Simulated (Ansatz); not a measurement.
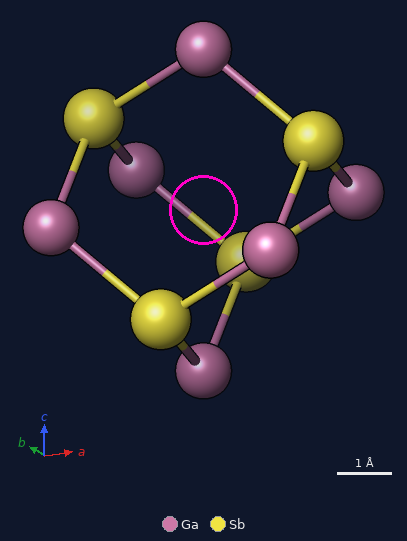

Perfect GaSb. A ball-and-stick model of the atoms within 3.3 Å of one point, seen slightly off an axis.

Method: Ansatz 0.2.0, DFT PBE, scalar-relativistic, plane waves, PAW. Settings: plane-wave cutoff 420 eV; k-point mesh 3 × 3 × 3; occupations gaussian; smearing width 0.1 eV; no spin polarisation. The cell is small and the k-mesh coarse, so the numbers are rough. The axes drawn are those of the host's conventional cell.

An extra hydrogen atom is put between the host's atoms (an interstitial) at the ringed place, in charge state 0. The supercell has 32 sites, and the atoms are relaxed at the host's cell.

**Predict the relaxed surroundings of the defect.**

The H atom starts with 4 Sb at 2.69 Å, 6 Ga at 3.11 Å around its place and ends with 1 Sb at 1.81 Å. Of the host's atoms, an antimony atom moves furthest from its site, by 0.41 Å. The H atom itself moves 0.42 Å from where it was put.

The relaxed defect, seen from the same direction:

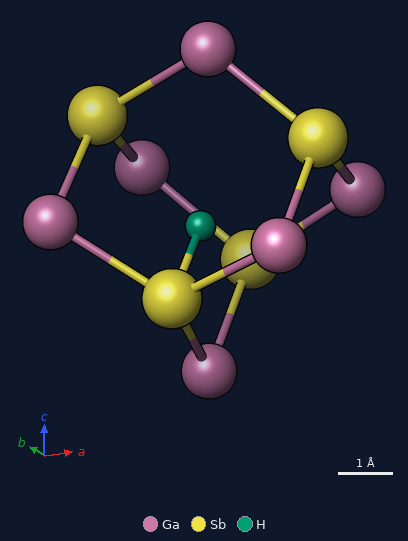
